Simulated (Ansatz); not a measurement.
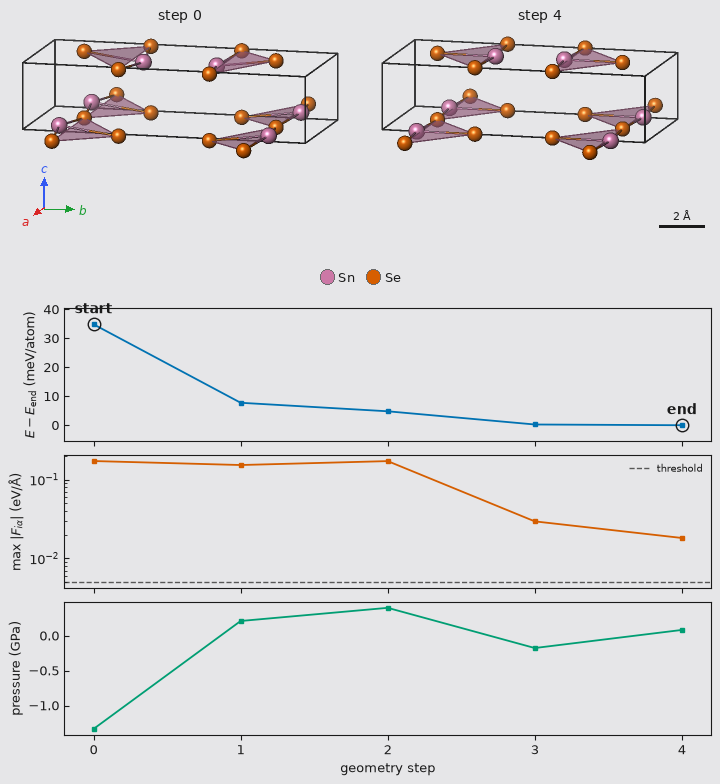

First and last geometry of a relaxation of solid SnSe (set up in Pmmn), with the history of the run. The picture is a polyhedral view of the cell of the calculation, seen slightly off an axis.

Computed with DFT r2SCAN, scalar-relativistic, plane waves, PAW (Ansatz 0.2.0). Settings: plane-wave cutoff 500 eV; k-point mesh 6 × 4 × 12; occupations gaussian; smearing width 0.1 eV; no spin polarisation; cell and atoms relaxed; force threshold 0.005 eV/Å; at most 80 steps.

### What do the curves and the structures tell?

The run was cut off at its time limit before the relaxation converged, so the last structure is only a point on the way. The largest moves relative to the cell, 0.26 Å, are those of Sn atoms. Largest moves by element: Sn 0.26 Å, Se 0.19 Å. Cell: a 5.744 → 5.801 Å (+1.0 %), b 13.133 → 12.207 Å (−7.0 %), c 3.046 → 3.040 Å (−0.2 %). Volume −6.3 %. Among the contacts that change: Se–Sn 2.774 → 2.699 Å. Bond angles that change, for instance: Se–Sn–Se 162.5° → 172.0°, Sn–Se–Sn 162.5° → 172.0°, Sn–Se–Sn 98.4° → 94.0°. The space group (tolerance 0.01 Å) goes from Pmmn (No. 59) to Cmmm (No. 65). The energy falls by 34.8 meV per atom in 4 geometry steps. Largest force component: 0.17 eV/Å at the start, 0.018 eV/Å at the end. The pressure goes from −1.34 to 0.08 GPa. The run took 9.1 min on 2 threads of Arm Neoverse V2, with other jobs on the host, peak memory 1.7 GiB.

Limits of the set-up: layers or molecules are held without a dispersion correction, so their spacing is unreliable.
